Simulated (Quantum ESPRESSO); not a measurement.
## Single-point calculation of ZrN (part 1 of 2)

ZrN (Fm-3m, 2 atoms in the cell), computed with Kohn-Sham DFT of a periodic cell, PBE, SSSP 1.3 efficiency PBE, no spin polarisation (Quantum ESPRESSO 7.5).

The structure derives from an entry of the Crystallography Open Database. The volume is scaled by 1.06.

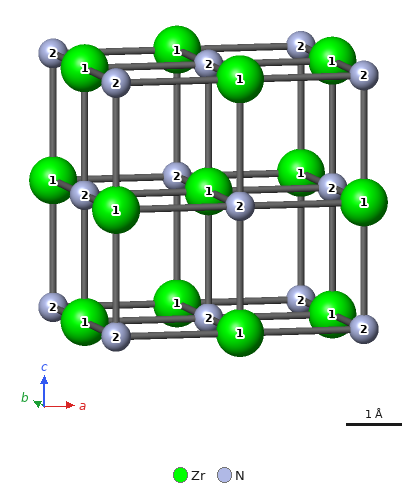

Fig. 1: The structure as given in the input (ball-and-stick view of the cell 4 times as large as that of the calculation, set on its symmetry axes, seen slightly off an axis; atoms are numbered from 1 in the order of the input). Near neighbours in the crystal (not all of them lie inside the picture): Zr has 6 N at 2.35 Å; N has 6 Zr at 2.35 Å.

**The input**
```
&CONTROL
  calculation = 'scf'
  prefix = 'pwscf'
  outdir = './tmp'
  pseudo_dir = './pseudo'
  tprnfor = .true.
  tstress = .true.
  disk_io = 'nowf'
/
&SYSTEM
  ibrav = 0
  nat = 2
  ntyp = 2
  ecutwfc = 60
  ecutrho = 480
  nbnd = 15
  occupations = 'smearing'
  smearing = 'fd'
  degauss = 0.00367493
/
&ELECTRONS
  conv_thr = 4d-10
  electron_maxstep = 120
  mixing_beta = 0.5
/
ATOMIC_SPECIES
Zr    91.2240 Zr_pbe_v1.uspp.F.UPF
N     14.0070 N.pbe-n-radius_5.UPF
CELL_PARAMETERS angstrom
   0.0000000000    2.3451094916    2.3451094916
   2.3451094916    0.0000000000    2.3451094916
   2.3451094916    2.3451094916    0.0000000000
ATOMIC_POSITIONS crystal
Zr     0.5000000000    0.5000000000    0.5000000000
N      0.0000000000    0.0000000000    0.0000000000
K_POINTS automatic
10 10 10 0 0 0
```

Machine: 1 thread of Intel Xeon (Sapphire Rapids), 64 GiB of memory available, shared host.

Run as:
```bash
OMP_NUM_THREADS=1 pw.x -in pw.in > pw.out
```

**Log**
```
This program is part of the open-source Quantum ESPRESSO suite
     for quantum simulation of materials; please cite
         "P. Giannozzi et al., J. Phys.:Condens. Matter 21 395502 (2009);
         "P. Giannozzi et al., J. Phys.:Condens. Matter 29 465901 (2017);
         "P. Giannozzi et al., J. Chem. Phys. 152 154105 (2020);
          URL
     in publications or presentations arising from this work. More details at

     Message from routine setup:
     using ibrav=0 with symmetry is DISCOURAGED, use correct ibrav instead

     Subspace diagonalization in iterative solution of the eigenvalue problem:
     a serial algorithm will be used

     G-vector sticks info
     --------------------
     sticks:   dense  smooth     PW     G-vecs:    dense   smooth      PW
     Sum        1285     649    199                30923    10969    1917

     Using Slab Decomposition

     bravais-lattice index     =            0
     lattice parameter (alat)  =       6.2672  a.u.
     unit-cell volume          =     174.0668 (a.u.)^3
     number of atoms/cell      =            2
     number of atomic types    =            2
     number of electrons       =        17.00
     number of Kohn-Sham states=           15
     kinetic-energy cutoff     =      60.0000  Ry
     charge density cutoff     =     480.0000  Ry
     scf convergence threshold =      4.0E-10
     mixing beta               =       0.5000
     number of iterations used =            8  plain     mixing
     Exchange-correlation= PBE
                           (   1   4   3   4   0   0   0)

     celldm(1)=   6.267250  celldm(2)=   0.000000  celldm(3)=   0.000000
     celldm(4)=   0.000000  celldm(5)=   0.000000  celldm(6)=   0.000000

     crystal axes: (cart. coord. in units of alat)
               a(1) = (   0.000000   0.707107   0.707107 )
               a(2) = (   0.707107   0.000000   0.707107 )
               a(3) = (   0.707107   0.707107   0.000000 )

     reciprocal axes: (cart. coord. in units 2 pi/alat)
               b(1) = ( -0.707107  0.707107  0.707107 )
               b(2) = (  0.707107 -0.707107  0.707107 )
               b(3) = (  0.707107  0.707107 -0.707107 )

     PseudoPot. # 1 for Zr read from file:
     Zr_pbe_v1.uspp.F.UPF
     Pseudo is Ultrasoft + core correction, Zval = 12.0
     Generated by new atomic code, or converted to UPF format
     Using radial grid of  887 points,  6 beta functions with:
                l(1) =   0
                l(2) =   0
                l(3) =   1
                l(4) =   1
                l(5) =   2
                l(6) =   2
     Q(r) pseudized with  6 coefficients,  rinner =    1.200   1.200   1.200
                                                       1.200   1.200

     PseudoPot. # 2 for N  read from file:
     N.pbe-n-radius_5.UPF
     Pseudo is Ultrasoft + core correction, Zval =  5.0
     Generated using "atomic" code by A. Dal Corso  v.5.1
     Using radial grid of 1085 points,  4 beta functions with:
                l(1) =   0
                l(2) =   0
                l(3) =   1
                l(4) =   1
     Q(r) pseudized with 0 coefficients

     atomic species   valence    mass     pseudopotential
     Zr               12.00    91.22400     Zr( 1.00)
     N                 5.00    14.00700     N ( 1.00)

     48 Sym. Ops., with inversion, found

   Cartesian axes

     site n.     atom                  positions (alat units)
         1        Zr     tau(   1) = (   0.7071068   0.7071068   0.7071068  )
         2        N      tau(   2) = (   0.0000000   0.0000000   0.0000000  )

     number of k points=    47  Fermi-Dirac smearing, width (Ry)=  0.0037
                       cart. coord. in units 2pi/alat
        k(    1) = (   0.0000000   0.0000000   0.0000000), wk =   0.0020000
        k(    2) = (   0.0707107   0.0707107  -0.0707107), wk =   0.0160000
        k(    3) = (   0.1414214   0.1414214  -0.1414214), wk =   0.0160000
        k(    4) = (   0.2121320   0.2121320  -0.2121320), wk =   0.0160000
        k(    5) = (   0.2828427   0.2828427  -0.2828427), wk =   0.0160000
        k(    6) = (  -0.3535534  -0.3535534   0.3535534), wk =   0.0080000
        k(    7) = (   0.1414214   0.0000000   0.0000000), wk =   0.0120000
        k(    8) = (   0.2121320   0.0707107  -0.0707107), wk =   0.0480000
        k(    9) = (   0.2828427   0.1414214  -0.1414214), wk =   0.0480000
        k(   10) = (   0.3535534   0.2121320  -0.2121320), wk =   0.0480000
        k(   11) = (  -0.2828427  -0.4242641   0.4242641), wk =   0.0480000
        k(   12) = (  -0.2121320  -0.3535534   0.3535534), wk =   0.0480000
        k(   13) = (  -0.1414214  -0.2828427   0.2828427), wk =   0.0480000
        k(   14) = (  -0.0707107  -0.2121320   0.2121320), wk =   0.0480000
        k(   15) = (   0.0000000  -0.1414214   0.1414214), wk =   0.0240000
        k(   16) = (   0.2828427   0.0000000   0.0000000), wk =   0.0120000
        k(   17) = (   0.3535534   0.0707107  -0.0707107), wk =   0.0480000
        k(   18) = (   0.4242641   0.1414214  -0.1414214), wk =   0.0480000
        k(   19) = (  -0.2121320  -0.4949747   0.4949747), wk =   0.0480000
        k(   20) = (  -0.1414214  -0.4242641   0.4242641), wk =   0.0480000
        k(   21) = (  -0.0707107  -0.3535534   0.3535534), wk =   0.0480000
        k(   22) = (   0.0000000  -0.2828427   0.2828427), wk =   0.0240000
        k(   23) = (   0.4242641   0.0000000   0.0000000), wk =   0.0120000
        k(   24) = (   0.4949747   0.0707107  -0.0707107), wk =   0.0480000
        k(   25) = (  -0.1414214  -0.5656854   0.5656854), wk =   0.0480000
        k(   26) = (  -0.0707107  -0.4949747   0.4949747), wk =   0.0480000
        k(   27) = (  -0.0000000  -0.4242641   0.4242641), wk =   0.0240000
        k(   28) = (   0.5656854   0.0000000   0.0000000), wk =   0.0120000
        k(   29) = (  -0.0707107  -0.6363961   0.6363961), wk =   0.0480000
        k(   30) = (   0.0000000  -0.5656854   0.5656854), wk =   0.0240000
        k(   31) = (  -0.7071068   0.0000000   0.0000000), wk =   0.0060000
        k(   32) = (   0.2828427   0.1414214   0.0000000), wk =   0.0480000
        k(   33) = (   0.3535534   0.2121320  -0.0707107), wk =   0.0960000
        k(   34) = (  -0.2828427  -0.4242641   0.5656854), wk =   0.0960000
        k(   35) = (  -0.2121320  -0.3535534   0.4949747), wk =   0.0480000
        k(   36) = (   0.4242641   0.1414214  -0.0000000), wk =   0.0480000
        k(   37) = (  -0.2121320  -0.4949747   0.6363961), wk =   0.0960000
        k(   38) = (  -0.1414214  -0.4242641   0.5656854), wk =   0.0960000
        k(   39) = (  -0.0707107  -0.3535534   0.4949747), wk =   0.0960000
        k(   40) = (   0.0000000  -0.2828427   0.4242641), wk =   0.0480000
        k(   41) = (  -0.1414214  -0.5656854   0.7071068), wk =   0.0480000
        k(   42) = (  -0.0707107  -0.4949747   0.6363961), wk =   0.0960000
        k(   43) = (  -0.0000000  -0.4242641   0.5656854), wk =   0.0480000
        k(   44) = (  -0.7071068   0.1414214   0.0000000), wk =   0.0240000
        k(   45) = (  -0.1414214  -0.4242641   0.7071068), wk =   0.0480000
        k(   46) = (  -0.0707107  -0.3535534   0.6363961), wk =   0.0480000
        k(   47) = (  -0.7071068   0.2828427   0.0000000), wk =   0.0240000

     Dense  grid:    30923 G-vectors     FFT dimensions: (  45,  45,  45)

     Smooth grid:    10969 G-vectors     FFT dimensions: (  32,  32,  32)

     Initial potential from superposition of free atoms

     starting charge      16.9978, renormalised to      17.0000

     negative rho (up, down):  5.945E-02 0.000E+00
     Starting wfcs are   17 randomized atomic wfcs

     Self-consistent Calculation

     iteration #  1     ecut=    60.00 Ry     beta= 0.50
     Davidson diagonalization with overlap
     ethr =  1.00E-02,  avg # of iterations =  3.3

     negative rho (up, down):  6.057E-02 0.000E+00

     total energy              =    -119.35148181 Ry
     estimated scf accuracy    <       0.60212964 Ry

     iteration #  2     ecut=    60.00 Ry     beta= 0.50
     Davidson diagonalization with overlap
     ethr =  3.54E-03,  avg # of iterations =  2.2

     negative rho (up, down):  6.081E-02 0.000E+00

     total energy              =    -119.50543580 Ry
     estimated scf accuracy    <       0.50894453 Ry

     iteration #  3     ecut=    60.00 Ry     beta= 0.50
     Davidson diagonalization with overlap
     ethr =  2.99E-03,  avg # of iterations =  1.1

     negative rho (up, down):  6.187E-02 0.000E+00

     total energy              =    -119.59513173 Ry
     estimated scf accuracy    <       0.00492434 Ry

     iteration #  4     ecut=    60.00 Ry     beta= 0.50
     Davidson diagonalization with overlap
     ethr =  2.90E-05,  avg # of iterations =  3.2

     negative rho (up, down):  6.236E-02 0.000E+00

     total energy              =    -119.59693391 Ry
     estimated scf accuracy    <       0.00017011 Ry

     iteration #  5     ecut=    60.00 Ry     beta= 0.50
     Davidson diagonalization with overlap
     ethr =  1.00E-06,  avg # of iterations =  2.6

     negative rho (up, down):  6.216E-02 0.000E+00

     total energy              =    -119.59678541 Ry
     estimated scf accuracy    <       0.00042002 Ry

     iteration #  6     ecut=    60.00 Ry     beta= 0.50
     Davidson diagonalization with overlap
     ethr =  1.00E-06,  avg # of iterations =  2.0

     negative rho (up, down):  6.214E-02 0.000E+00

     total energy              =    -119.59684041 Ry
     estimated scf accuracy    <       0.00001684 Ry

     iteration #  7     ecut=    60.00 Ry     beta= 0.50
     Davidson diagonalization with overlap
     ethr =  9.91E-08,  avg # of iterations =  1.1

     negative rho (up, down):  6.209E-02 0.000E+00

     total energy              =    -119.59684090 Ry
     estimated scf accuracy    <       0.00000348 Ry

     iteration #  8     ecut=    60.00 Ry     beta= 0.50
     Davidson diagonalization with overlap
     ethr =  2.05E-08,  avg # of iterations =  2.0

     negative rho (up, down):  6.209E-02 0.000E+00

     total energy              =    -119.59684117 Ry
     estimated scf accuracy    <       0.00000016 Ry

     iteration #  9     ecut=    60.00 Ry     beta= 0.50
     Davidson diagonalization with overlap
     ethr =  9.67E-10,  avg # of iterations =  2.6

     negative rho (up, down):  6.209E-02 0.000E+00

     total energy              =    -119.59684122 Ry
     estimated scf accuracy    <       0.00000002 Ry

     iteration # 10     ecut=    60.00 Ry     beta= 0.50
     Davidson diagonalization with overlap
     ethr =  1.07E-10,  avg # of iterations =  2.0

     negative rho (up, down):  6.209E-02 0.000E+00

     total energy              =    -119.59684122 Ry
     estimated scf accuracy    <          1.8E-09 Ry

     iteration # 11     ecut=    60.00 Ry     beta= 0.50
     Davidson diagonalization with overlap
     ethr =  1.06E-11,  avg # of iterations =  2.3

     negative rho (up, down):  6.209E-02 0.000E+00

     End of self-consistent calculation

          k = 0.0000 0.0000 0.0000 (  1363 PWs)   bands (ev):

   -33.2120 -10.8929 -10.8929 -10.8929   0.5957  14.0064  14.0064  14.0064
    16.2020  16.2020  16.2020  18.0083  18.0083  18.8359  25.6628

          k = 0.0707 0.0707-0.0707 (  1384 PWs)   bands (ev):

   -33.2023 -10.9866 -10.9003 -10.9003   0.7662  13.2439  13.5150  13.5150
    16.4364  16.4690  16.4690  18.6520  18.6520  19.4159  26.2627

          k = 0.1414 0.1414-0.1414 (  1369 PWs)   bands (ev):

   -33.1766 -11.2233 -10.9197 -10.9197   1.2173  11.8518  12.6338  12.6338
    16.8433  17.1233  17.1233  20.0681  20.0681  20.6392  27.6217

          k = 0.2121 0.2121-0.2121 (  1360 PWs)   bands (ev):

   -33.1447 -11.5007 -10.9435 -10.9435   1.7950  10.5403  11.8687  11.8687
    17.5166  18.0326  18.0326  21.6423  21.6462  21.6462  28.2742

          k = 0.2828 0.2828-0.2828 (  1362 PWs)   bands (ev):

   -33.1187 -11.7145 -10.9626 -10.9626   2.2944   9.6027  11.3754  11.3754
    18.5178  18.9395  18.9395  21.6002  22.9832  22.9832  28.2107
```
